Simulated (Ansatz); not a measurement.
# Ge: what the fields show

```
CELL_PARAMETERS angstrom
7.90050 0.00000 0.00000
-3.95025 6.84203 0.00000
0.00000 0.00000 5.51827
ATOMIC_POSITIONS crystal
Ge 0.29021 0.00000 0.00000
Ge 0.00000 0.29021 0.66667
Ge 0.70979 0.70979 0.33333
Ge 0.70979 0.00000 0.50000
Ge 0.00000 0.70979 0.16667
Ge 0.29021 0.29021 0.83333
Ge 0.40810 0.81619 0.75000
Ge 0.18381 0.59190 0.41667
Ge 0.40810 0.59190 0.08333
Ge 0.59190 0.18381 0.25000
Ge 0.81619 0.40810 0.91667
Ge 0.59190 0.40810 0.58333
```

Space group P6₅22; a structure generated by program, which may or may not match a known phase.

Level of theory: DFT PBE, scalar-relativistic, plane waves, PAW in Ansatz 0.2.0.

In a PAW calculation such maps are meaningful between the atoms, not at the nuclei.

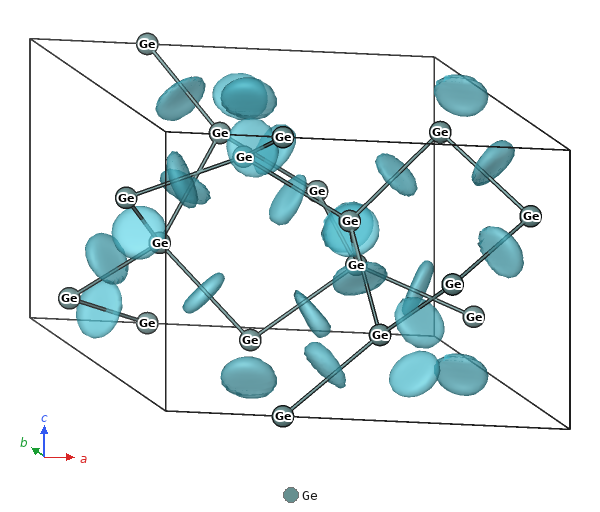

Figure 1. Isosurface of the ELF at 0.7 (cyan), seen slightly off an axis. Core shells and regions of very low density are left out. Sticks mark near contacts.

Q: Where are the electrons localised?

A: At this value the surface marks out twelve regions between bonded Ge–Ge atoms (shared pairs) and twelve pockets between the atoms, centred on no nucleus (multi-centre or interstitial), counted in one cell of 12 atoms. Regions shared between cells count once. Along the contacts the grid gives the following. Ge–Ge (2.47 Å): the ELF peaks at about 0.75 between the atoms; a covalent bond. Ge–Ge (2.55 Å): the ELF peaks at about 0.75 between the atoms; a covalent bond.

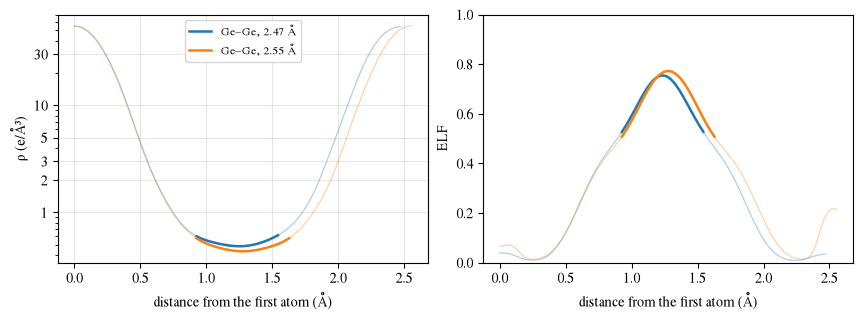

Figure 2. Valence charge density (pseudo) and ELF along straight lines between neighbouring atoms. Thin, pale parts lie inside the atomic spheres.

Q: What can be read from the curves?

A: Ge–Ge (2.47 Å): ρ is about 0.48 e/Å³ halfway; the ELF peaks at about 0.75 between the atoms (localised, covalent bonding).
Ge–Ge (2.55 Å): the density is about 0.43 e/Å³ at the midpoint; the ELF peaks at about 0.75 between the atoms (a covalent bond).

Q: Does the calculation give a band gap?

A: It is gapped, with a Kohn–Sham gap of 0.39 eV on the k-point mesh, an upper bound to the gap of this method.
